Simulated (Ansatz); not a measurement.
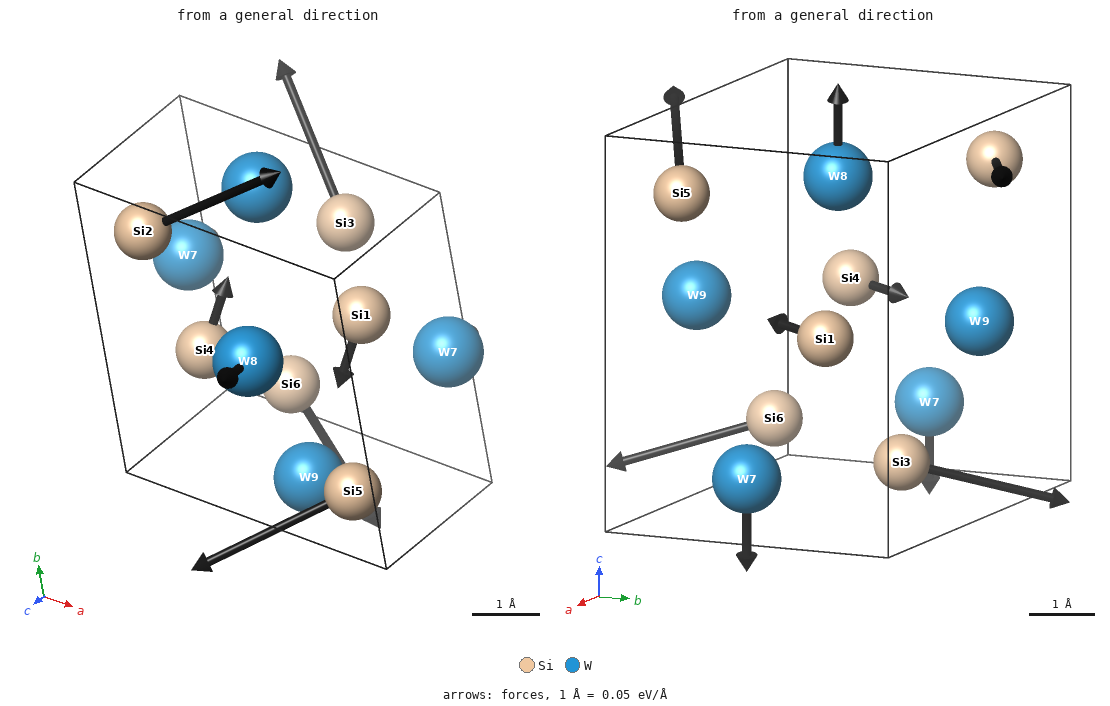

The image is a spheres-only drawing of a crystal, viewed from two general directions. Lines trace the edges of the simulation cell. The arrows are the computed forces on the atoms.

System: Si2W. Computational set-up: DFT PBEsol, scalar-relativistic, plane waves, PAW in Ansatz, a basis cut at 420 eV, a 12×12×6 mesh of k-points, Gaussian smearing of 0.15 eV, no spin polarisation.

Judging by the arrows, is the geometry relaxed?

Answer. No. The atoms still feel forces of up to about 0.12 eV/Å, above a usual threshold of 0.01 to 0.03 eV/Å.

Name the atom under the greatest force.

Answer. Si2, Si3, Si5 and Si6, about 0.12 eV/Å.

It goes back to a structure listed in the Materials Project. The cell was then strained or its atoms displaced on purpose. An electronic-structure calculation with Ansatz was run on it.
